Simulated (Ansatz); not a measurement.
## Band-structure calculation of NaF

- system: NaF (2 atoms in the cell)
- method: DFT, LDA, plane waves, PAW, no spin polarisation (Ansatz 0.2.0)

The structure derives from an entry of the Crystallography Open Database. The geometry comes from this level: r2SCAN. Figures and captions count atoms from 1; the log counts them from 0 in places.

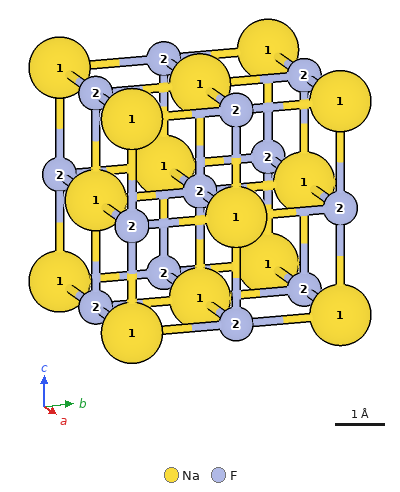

*The structure as given in the input (ball-and-stick view of the cell 4 times as large as that of the calculation, set on its symmetry axes, seen slightly off an axis; atoms are numbered from 1 in the order of the input).*

Near neighbours in the crystal (not all of them lie inside the picture): Na has 6 F at 2.30 Å; F has 6 Na at 2.30 Å.

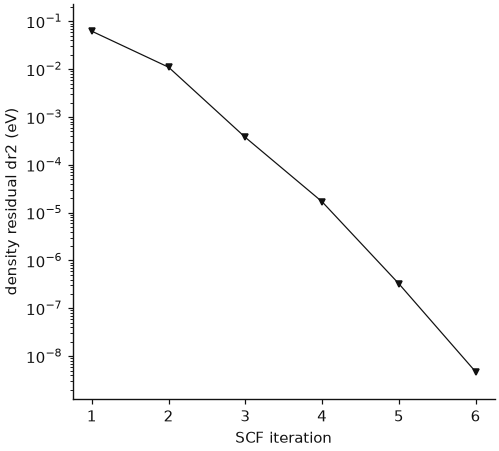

*Convergence of the self-consistent field: density residual dr2 against the SCF iteration.*

The residual falls at every step.

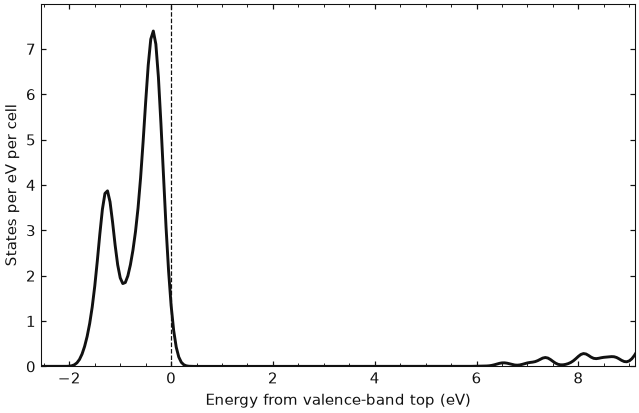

*Density of states (the curve is built from the levels of the k mesh with Gaussians 0.3 eV wide, which also blur the band edges), with energies from the valence-band top.*

There is a gap of 6.11 eV on the k-point mesh. Small ripples come from the finite k-point mesh.

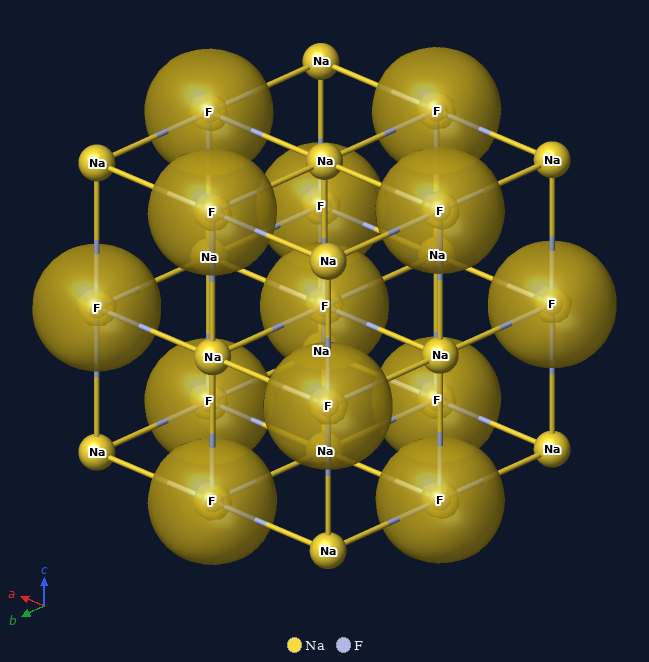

*Isosurface of the electron localisation function at 0.65 (yellow), seen at an oblique angle. Core shells and regions of very low density are left out. Sticks mark near contacts. The outline is the cell set on symmetry axes.*

Values along the shortest contacts: Na–F (2.30 Å): the ELF is about 0.05 at the midpoint, which marks two separate closed shells. The fields are those of the smooth PAW valence density.

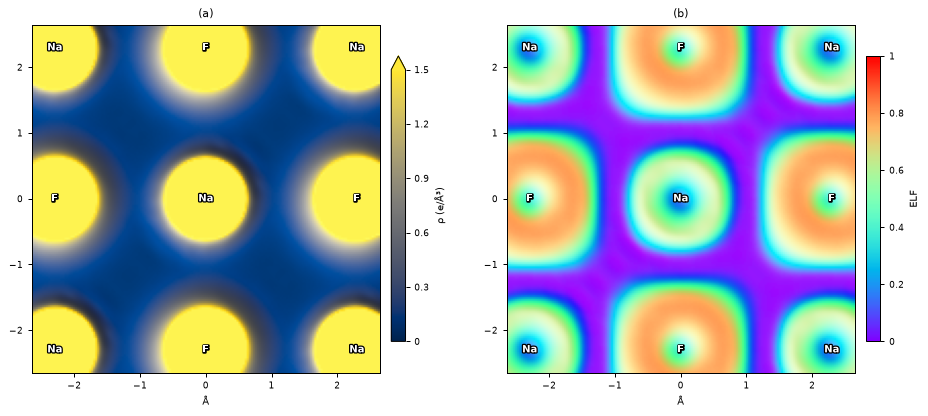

*(a) valence electron density; (b) ELF on the (001) plane of the conventional cell.*

The section cuts through Na and F sites. Away from the nuclei the density in this plane falls to 0.04 e/Å³ at its lowest. The strong features right at Na lie inside the PAW spheres (semicore, d or f shells) and say nothing about bonding.

The input and output of the run follow.

**Input**
```yaml
crystal:
  lattice:
    - [0.0, 2.2972417895, 2.2972417895]
    - [2.2972417895, 0.0, 2.2972417895]
    - [2.2972417895, 2.2972417895, 0.0]
  atoms:
    - { symbol: Na, position: [0.0, 0.0, 0.0] }
    - { symbol: F, position: [0.5, 0.5, 0.5] }
kpoints:
  mp_grid: { grid: [10, 10, 10] }
  band_path:
    path:
      - [0.0, 0.0, 0.0]
      - [0.5, 0.0, 0.5]
      - [0.625, 0.25, 0.625]
      - [0.375, 0.375, 0.75]
      - [0.5, 0.5, 0.5]
      - [0.5, 0.25, 0.75]
    npoints: 1
hamiltonian:
  xc: lda
scf:
  occupations: { method: fixed }
  n_extra_bands: 4
output:
  forces: true
  stress: true
  eigenvalues: true
  write_density: true
  write_potential: true
  elf: true
  volumetric_format: npy
```

Run as:
```bash
ansatz run input.yaml --threads 2 --pin off --max-ram 2211MiB --backend cpu --events-out ev --progress --plain --runs-dir out
```

**What the program printed**
```
scf.n_extra_bands = 4 over 8 filled bands (N_el = 16.0): the run solves 12 bands
Engine: ansatz 0.2.0, aarch64-unknown-linux-gnu
Pseudopotentials: kind: paw
Pseudopotential: Na, paw, valence charge 9, recommended cutoff 420 eV (normal), Na.paw.azcp
Pseudopotential: F, paw, valence charge 7, recommended cutoff 420 eV (normal), F.paw.azcp
Functional definition: SPW92
  exchange = slater_x
  correlation = pw_c
Crystal: 2 atoms, lattice volume = 24.247 Å³
Basis set: ecut = 420 eV, 459 PW (Γ)
Bands: 12, of which v1, the nominal top of the filled ones, is band 8 counted from 1 (7 counted from 0)
Symmetry: 48 space group operations
Space group: Fm-3m (ITA 225), of the structure as read, at distance tolerance 2.9e-5 Å
k-points: 47 of 1000
Non-local potential: Na, projectors of the file, l = 0: 3, l = 1: 2, l = 2: 1
Non-local potential: F, projectors of the file, l = 0: 2, l = 1: 2, l = 2: 1
PAW form: soft (Blöchl's): semilocal exchange-correlation on the pseudo side does not see the compensation charge
PAW frozen core: Na, regenerated for the run's functional, and the local potential with it (the file was generated under x = pbe(κ = 0.804, μ = 0.2195149727645171), c = pbe(β = 0.06672455060314922))
PAW frozen core: F, regenerated for the run's functional, and the local potential with it (the file was generated under x = pbe(κ = 0.804, μ = 0.2195149727645171), c = pbe(β = 0.06672455060314922))
PAW one-centre angular grid: Na, 110 points (default); XC on 64 Gauss nodes
PAW one-centre angular grid: F, 110 points (default); XC on 64 Gauss nodes
Initial density: superposition of atomic densities (neutral atoms: chi_scale 0, normalization atom), corrected by the library's trained network
Initial wavefunctions: pseudopotential atomic-orbital guess
Functional: x = slater, c = lda
SCF iter   1: F=—  HF=-2263.100388 eV  |F-HF|=—  |Δ(HF+E_count)|=         —  Δρ=1.92e-2  dr2=6.23e-2  ethr=1.77e-3  ⟨swp⟩=4.6  Hψ=2732  notcnv=0  defer=88
preconditioner: auto → none  [insulator: Δε(μ)=5.834 eV  Ē_g=25.886 eV  n_scr=8 (ndim 8)  ℏωp=28.2 eV  f_vac=0.108  ε∞_Penn≈2.2]
SCF iter   2: F=—  HF=-2263.080774 eV  |F-HF|=—  |Δ(HF+E_count)|=   1.96e-2  Δρ=9.89e-3  dr2=1.10e-2  ethr=3.89e-4  ⟨swp⟩=2.0  Hψ=1187  notcnv=0  defer=92
SCF iter   3: F=—  HF=-2263.077243 eV  |F-HF|=—  |Δ(HF+E_count)|=   3.53e-3  Δρ=1.44e-3  dr2=3.75e-4  ethr=6.87e-5  ⟨swp⟩=2.0  Hψ=796  notcnv=0  defer=91
SCF iter   4: F=—  HF=-2263.077101 eV  |F-HF|=—  |Δ(HF+E_count)|=   1.42e-4  Δρ=4.67e-4  dr2=1.69e-5  ethr=2.34e-6  ⟨swp⟩=2.2  Hψ=934  notcnv=0  defer=65
SCF iter   5: F=—  HF=-2263.077094 eV  |F-HF|=—  |Δ(HF+E_count)|=   7.44e-6  Δρ=4.20e-5  dr2=3.26e-7  ethr=1.05e-7  ⟨swp⟩=2.0  Hψ=710  notcnv=0
SCF iter   6: F=-2263.077094 eV  HF=-2263.077094 eV  |F-HF|=4.33e-9  |Δ(HF+E_count)|=   6.70e-8  Δρ=5.45e-6  dr2=4.70e-9  ethr=6.25e-10  ⟨swp⟩=8.8  Hψ=3583  notcnv=0
SCF 1 converged in 6 iterations: F = -2263.077094 eV  dr2 = 4.70e-9
  greatest PAW one-centre occupation: 0.999 electrons in one spin orbital (limit 2), on the Na atom at site 0 (counted from 0), in its partial waves of l = 0
NSCF: frozen V_eff on 6 k-points
SCF converged after 6 iterations
Free energy (F): -2263.077094 eV
Harris-Foulkes:  -2263.077094 eV  (|F-HF|=4.33e-9)
Internal energy: -2263.077094 eV  (E = F + TS)
E sigma→0 (E₀):  -2263.077094 eV
Fermi energy:    0.769240 eV
--- Per-component energies (eV) ---
  E_band       = -234.003617
  E_kinetic    = 327.209937
  E_local      = -1674.633328  (includes V_loc(G=0)·N_el)
  E_nonlocal   = 192.497375
  E_hartree    = 589.980541
  E_xc         = -117.118070
  E_vxc        = -151.890228  (∫ρ·V_xc dr)
  E_paw        = -432.085897  (= ΣΔE_a)
  E_vpaw       = -107.148694  (= ΣTr[D̂ρ^β])
  E_aug_tail   = 0.002112  (compensation charges beyond the density's cutoff)
  E_ewald      = -1149.183905
  E_core_change = 0.254142  (= ΣΔE_core)
  E_smearing   = -0.000000  (= −TS)
  E_closure    = 0.000000  (closes the sum)
  Σ components = -2263.077094   (vs F -2263.077094, Δ=0.00e0)
--- Forces (eV/Å), atoms counted from 1 ---
  atom   1  Na    -0.00000000     0.00000000    -0.00000000
  atom   2  F      0.00000000    -0.00000000    -0.00000000
  max |Σ_I F_I| component: 3.94e-29 eV/Å
--- Stress (GPa, compression-positive) ---
       -3.220136      -0.000000       0.000000
       -0.000000      -3.220136      -0.000000
        0.000000      -0.000000      -3.220136
  P = ⅓ Tr σ = -3.2201 GPa (-32.201 kbar)
--- Band table (eV; the first three rows and the last of 47) ---
  k-point 0: bands = ["-45.4839", "-18.0436", "-17.9383", "-17.9383", "-17.9383", "0.7692", "0.7692", "0.7692", "6.8822", "19.5037", "19.5037", "19.5037"]
  k-point 1: bands = ["-45.4823", "-18.2642", "-17.9397", "-17.9397", "-17.7038", "0.5531", "0.7404", "0.7404", "7.2516", "18.2034", "19.6666", "19.6666"]
  k-point 2: bands = ["-45.4782", "-18.4927", "-17.9431", "-17.9431", "-17.4377", "0.0646", "0.6701", "0.6701", "8.1921", "16.4417", "20.0802", "20.0802"]
  k-point 46: bands = ["-45.4623", "-18.3590", "-18.0663", "-18.0347", "-17.3679", "-0.3101", "-0.0231", "0.1691", "13.7437", "13.7475", "15.6124", "17.9655"]
```

**File bands.tsv**
```
# k_distance	band_0	band_1	band_2	band_3	band_4	band_5	band_6	band_7	band_8	band_9	band_10	band_11
# fermi_ev = 0.769240
# lock_threshold_ev = 1e-6
# [0, 0, 0] at k_distance = 0.000000
# [0.5, 0, 0.5] at k_distance = 1.367550
# [0.625, 0.25, 0.625] at k_distance = 1.851052
# [0.375, 0.375, 0.75] at k_distance = 2.688502
# [0.5, 0.5, 0.5] at k_distance = 3.525951
# [0.5, 0.25, 0.75] at k_distance = 4.492955
# levels_relative_to = fermi_ev
# free_energy_ev = -2263.077094
# largest_residual_norms_ev = 3.438e-4 7.866e-4 3.621e-4 4.633e-4 6.760e-4 9.284e-4 8.470e-4 5.529e-4 3.827e-4 1.045e-3 9.936e-4 1.209e-3
0.000000	-46.253154	-18.812849	-18.707571	-18.707571	-18.707571	0.000000	0.000000	0.000000	6.112932	18.734473	18.734473	18.734473
1.367550	-46.231603	-18.871068	-18.769058	-18.769058	-18.533527	-1.369090	-0.433273	-0.433273	12.947266	12.970991	13.517467	19.675809
1.851052	-46.231947	-19.179115	-18.841712	-18.751767	-18.127684	-1.137345	-0.896451	-0.397252	12.571285	13.023618	14.634468	19.290360
2.688502	-46.231947	-19.179115	-18.841712	-18.751767	-18.127684	-1.137345	-0.896451	-0.397252	12.571285	13.023618	14.634468	19.290360
3.525951	-46.236630	-19.584783	-18.721351	-18.721351	-17.783127	-1.711184	-0.278375	-0.278375	10.561990	12.320507	19.980125	19.980125
4.492955	-46.231485	-19.150483	-18.819704	-18.819704	-18.110894	-0.939084	-0.939084	-0.616858	12.978332	12.978332	15.125868	16.832228
```

**File rho_z.tsv**
```
# z_ang	rho[e/angstrom^3]
# format = ansatz-planar-average/11
# lattice	0.000000000	2.297241790	2.297241790
# lattice	2.297241790	0.000000000	2.297241790
# lattice	2.297241790	2.297241790	0.000000000
# sites	2
# site	11	0.000000000	0.000000000	0.000000000
# site	9	2.297241790	2.297241790	2.297241790
0.000000	1.259878e0
0.135366	1.177648e0
0.270733	9.590746e-1
0.406099	6.785163e-1
0.541465	4.292513e-1
0.676831	2.805799e-1
0.812198	2.449474e-1
0.947564	2.972208e-1
1.082930	4.178237e-1
1.218296	5.924337e-1
1.353663	7.837190e-1
1.489029	9.329263e-1
1.624395	9.891395e-1
1.759762	9.329263e-1
1.895128	7.837190e-1
2.030494	5.924337e-1
2.165860	4.178237e-1
2.301227	2.972208e-1
2.436593	2.449474e-1
2.571959	2.805799e-1
2.707325	4.292513e-1
2.842692	6.785163e-1
2.978058	9.590746e-1
3.113424	1.177648e0
```

**File v_z.tsv**
```
# z_ang	v_es[eV]	v_tot[eV]
# format = ansatz-planar-average/11
# xc	lda
# density_cutoff_ev	1680
# datasets	Na=:simpson_from_first_knot:soft:shift=-1998044	F=:simpson_from_first_knot:soft:shift=-709576
# lattice	0.000000000	2.297241790	2.297241790
# lattice	2.297241790	0.000000000	2.297241790
# lattice	2.297241790	2.297241790	0.000000000
# sites	2
# site	11	0.000000000	0.000000000	0.000000000
# site	9	2.297241790	2.297241790	2.297241790
0.000000	-2.315904e0	-1.140133e1
0.135366	-1.910005e0	-1.098504e1
0.270733	-7.845971e-1	-9.828465e0
0.406099	8.395663e-1	-8.159191e0
0.541465	2.605681e0	-6.358973e0
0.676831	4.197116e0	-4.787031e0
0.812198	4.949628e0	-4.149913e0
0.947564	4.619428e0	-4.707741e0
1.082930	3.815605e0	-5.827104e0
1.218296	2.943874e0	-7.045060e0
1.353663	2.182914e0	-8.114780e0
1.489029	1.695494e0	-8.814027e0
1.624395	1.542796e0	-9.041979e0
1.759762	1.695494e0	-8.814027e0
1.895128	2.182914e0	-8.114780e0
2.030494	2.943874e0	-7.045060e0
2.165860	3.815605e0	-5.827104e0
2.301227	4.619428e0	-4.707741e0
2.436593	4.949628e0	-4.149913e0
2.571959	4.197116e0	-4.787031e0
2.707325	2.605681e0	-6.358973e0
2.842692	8.395663e-1	-8.159191e0
2.978058	-7.845971e-1	-9.828465e0
3.113424	-1.910005e0	-1.098504e1
```

**Results in brief**

```csv
quantity,value
outcome,converged
space group (tolerance 0.01 Å),Fm-3m (225)
electrons treated,16
free energy,−2263.0771 eV
Fermi energy,0.769 eV
gap on the k-point mesh,6.11 eV
pressure,−3.22 GPa
largest force (length of the vector),under 0.001 eV/Å
hardware,"2 threads of an Arm (aarch64) CPU, shared host"
wall time,1.1 s (CPU time 2 s)
peak memory,0.25 GiB
```
